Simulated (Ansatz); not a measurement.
# Energy of GaN along a strain of the cell

System: GaN (Cmc2₁, 4 atoms in the cell).
Method: DFT PBE, scalar-relativistic, plane waves, PAW, no spin polarisation (Ansatz 0.2.0).

The 9 runs differ only in the geometry, by a strain of the cell at fixed fractional positions. Against run 5, the strain is εyy = η. The structure derives from an entry of the Crystallography Open Database.

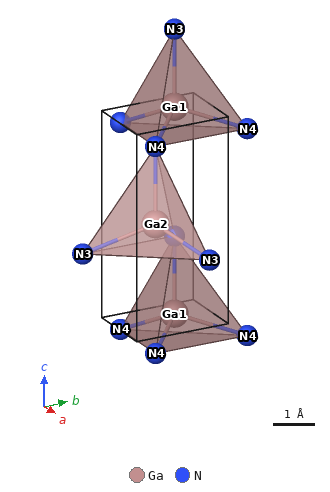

Figure 1. The structure of run 5 (polyhedral view of the cell of the calculation, seen slightly off an axis; polyhedra are completed across the faces of the cell; atoms are numbered from 1 in the order of the input).

**Input of run 5**
```yaml
crystal:
  lattice:
    - [3.1799996605, 0.0, 0.0]
    - [-1.5899998303, 2.7815000949, 0.0]
    - [0.0, 0.0, 5.166]
  atoms:
    - { symbol: Ga, position: [0.3333333333, 0.6666666667, 0.0] }
    - { symbol: Ga, position: [0.6666666667, 0.3333333333, 0.5] }
    - { symbol: "N", position: [0.3333333333, 0.6666666667, 0.375] }
    - { symbol: "N", position: [0.6666666667, 0.3333333333, 0.875] }
basis:
  ecutwfc: 420
kpoints:
  mp_grid: { grid: [12, 12, 6] }
hamiltonian:
  xc: pbe
scf:
  occupations: { method: gaussian, width: 0.05 }
output:
  forces: true
  stress: true
  eigenvalues: true
```

Command:
```bash
ansatz run input.yaml --threads 1 --pin off --max-ram 1228MiB --backend cpu --events-out ev --progress --plain --runs-dir out
```

Run 3 differs from it as follows:
```diff
-    - [-1.5899998303, 2.7815000949, 0.0]
+    - [-1.5899998303, 2.6988812802, 0.0]
```

**Results, with one run withheld**

| run | strain parameter η (%) | free energy per atom, from the lowest run given (meV) | pressure (GPa) | gap on the mesh (eV) |
| --- | --- | --- | --- | --- |
| 1 | −4.9505 | 48.50 | 16.62 | 2.07 |
| 2 | −3.9604 | 31.97 | 14.04 | 2.05 |
| 3 | −2.9703 | ? | ? | ? |
| 4 | −1.9802 | 9.78 | 9.39 | 2.00 |
| 5 | 0.0000 | 0.41 | 5.35 | 1.89 |
| 6 | 0.9901 | 0.00 | 3.54 | 1.81 |
| 7 | 1.9802 | 2.11 | 1.86 | 1.73 |
| 8 | 2.4752 | 4.06 | 1.06 | 1.68 |
| 9 | 2.9703 | 6.60 | 0.29 | 1.64 |

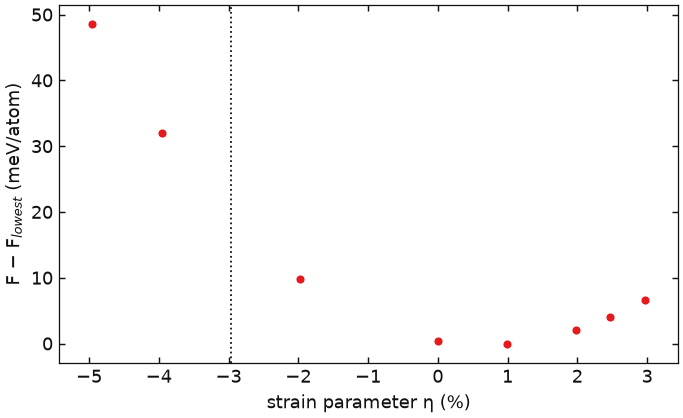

Figure 2. Free energy per atom of the runs given; the dotted line marks run 3.

Fit the runs given and predict run 3.

A cubic polynomial in the coordinate, fitted to the 8 runs given, misses them by at most 0.02 meV per atom. With x = η + 0.3094, it reads F = 1.0936 − 2.6647 x + 1.4483 x² − 0.038318 x³ (meV per atom). At run 3 it gives 19.16 meV per atom, and the run itself gives 19.15. The fit has its minimum at η = 0.6468 %. The gap on the mesh goes, without turning, from 2.07 eV in run 1 to 1.64 eV in run 9; run 3 has 2.02 eV. These are gaps of this functional on this mesh, which can miss the band edges; they aren't the measured gap.

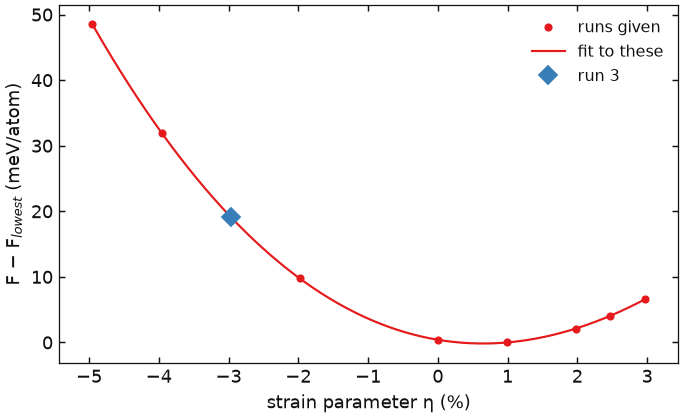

Figure 3. The fit and the withheld run.

**Output, shortened to warnings, some set-up lines, iterations and results (run 3)**
```
Basis set: ecut = 420 eV, 861 PW (Γ), exchange–correlation on 48×48×72 points (8 copies of the dense FFT grid, shifted against one another)
Symmetry: 4 space group operations
k-points: 172 of 864 (time reversal used)
Initial density: superposition of atomic densities (neutral atoms: chi_scale 0, normalization atom), corrected by the library's trained network
[...]
SCF iter   1: F=—  HF=-8335.733471 eV  |F-HF|=—  |Δ(HF+E_count)|=         —  Δρ=8.72e-4  dr2=1.72e-4  ethr=1.77e-3  ⟨swp⟩=5.1  Hψ=15107  notcnv=0
SCF iter   2: F=—  HF=-8335.734123 eV  |F-HF|=—  |Δ(HF+E_count)|=   6.52e-4  Δρ=4.26e-4  dr2=2.91e-5  ethr=4.78e-7  ⟨swp⟩=2.3  Hψ=8337  notcnv=0
SCF iter   3: F=—  HF=-8335.734239 eV  |F-HF|=—  |Δ(HF+E_count)|=   1.16e-4  Δρ=1.88e-4  dr2=7.09e-6  ethr=8.09e-8  ⟨swp⟩=2.0  Hψ=6668  notcnv=0
SCF iter   4: F=—  HF=-8335.734261 eV  |F-HF|=—  |Δ(HF+E_count)|=   2.27e-5  Δρ=5.55e-5  dr2=9.42e-7  ethr=1.97e-8  ⟨swp⟩=2.0  Hψ=6828  notcnv=0
SCF iter   5: F=-8335.734264 eV  HF=-8335.734264 eV  |F-HF|=2.21e-7  |Δ(HF+E_count)|=   2.35e-6  Δρ=1.79e-5  dr2=9.42e-8  ethr=2.62e-9  ⟨swp⟩=2.0  Hψ=6791  notcnv=0
SCF iter   6: F=-8335.734264 eV  HF=-8335.734264 eV  |F-HF|=2.94e-9  |Δ(HF+E_count)|=   2.40e-7  Δρ=5.55e-6  dr2=1.24e-8  ethr=2.62e-10  ⟨swp⟩=2.0  Hψ=14180  notcnv=0
SCF 1 converged in 6 iterations: F = -8335.734264 eV  dr2 = 1.24e-8
SCF converged after 6 iterations
Free energy (F): -8335.734264 eV
Harris-Foulkes:  -8335.734264 eV  (|F-HF|=2.94e-9)
Internal energy: -8335.734264 eV  (E = F + TS)
E sigma→0 (E₀):  -8335.734264 eV
Fermi energy:    11.232226 eV
--- Per-component energies (eV) ---
  E_band       = 4.621128
  E_kinetic    = 497.124117
  E_local      = -3856.795840  (includes V_loc(G=0)·N_el)
  E_nonlocal   = 949.008071
  E_hartree    = 1779.619690
  E_xc         = -258.615787
  E_vxc        = -269.637038  (∫ρ·V_xc dr)
  E_paw        = -4240.599049  (= ΣΔE_a)
  E_vpaw       = -874.316904  (= ΣTr[D̂ρ^β])
  E_aug_tail   = 0.000002  (compensation charges beyond the density's cutoff)
  E_ewald      = -3205.475469
  E_smearing   = -0.000000  (= −TS)
  E_closure    = -0.000000  (closes the sum)
  Σ components = -8335.734264   (vs F -8335.734264, Δ=0.00e0)
--- Forces (eV/Å), atoms counted from 1 ---
  atom   1  Ga     0.00000000    -0.20403851    -0.00816295
  atom   2  Ga    -0.00000000     0.20403851    -0.00816295
  atom   3  N      0.00000000    -0.23156042     0.00815704
  atom   4  N     -0.00000000     0.23156042     0.00815704
  max |Σ_I F_I| component: 1.18e-5 eV/Å
--- Stress (GPa, compression-positive) ---
        8.960881      -0.000000       0.000000
       -0.000000      15.657001      -0.000000
        0.000000      -0.000000      10.271996
  P = ⅓ Tr σ = 11.6300 GPa (116.300 kbar)
```
